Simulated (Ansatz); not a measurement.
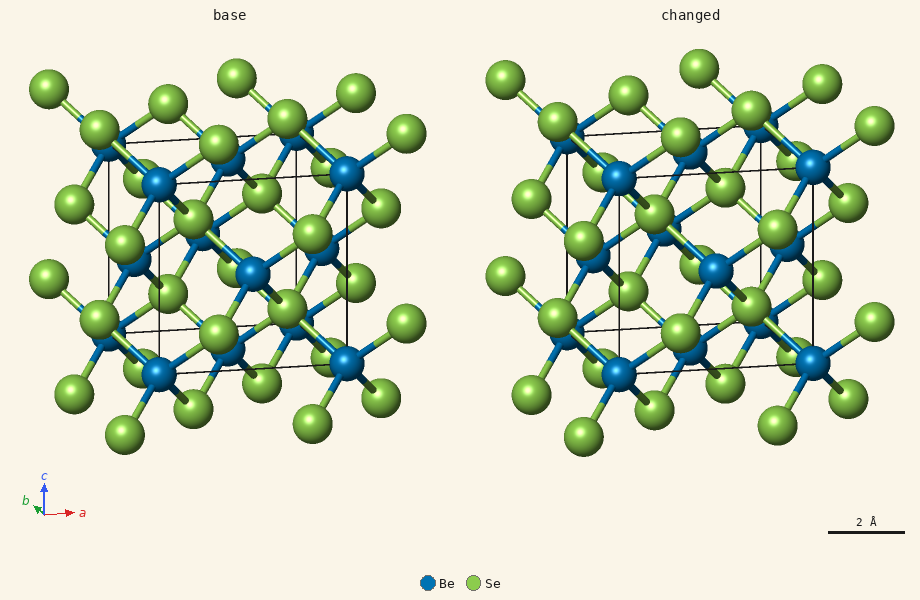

Left: crystalline BeSe (set up in F-43m). Right: the same structure after one change, at the same scale. Style: ball-and-stick. Shown: the conventional cell (4 times the calculation's cell), slightly off an axis. Lengths and directions refer to the drawn axes.

Theory: DFT PBE, scalar-relativistic, plane waves, PAW in Ansatz. Settings: plane-wave cutoff 420 eV; k-point mesh 8 × 8 × 8; occupations gaussian; smearing width 0.02 eV; no spin polarisation.

Which change leads from the left to the right?

All lengths are scaled by +3.2 % (volume +10.0 %), the atoms keeping their fractional coordinates. No relaxation follows.

How do the computed properties respond?

Among the bonded contacts that change: Be–Se 2.242 → 2.314 Å. The space group stays F-43m (No. 216). It costs 34.7 meV per atom. Pressure: 0.0 GPa before, −5.9 GPa after. All forces vanish by symmetry.
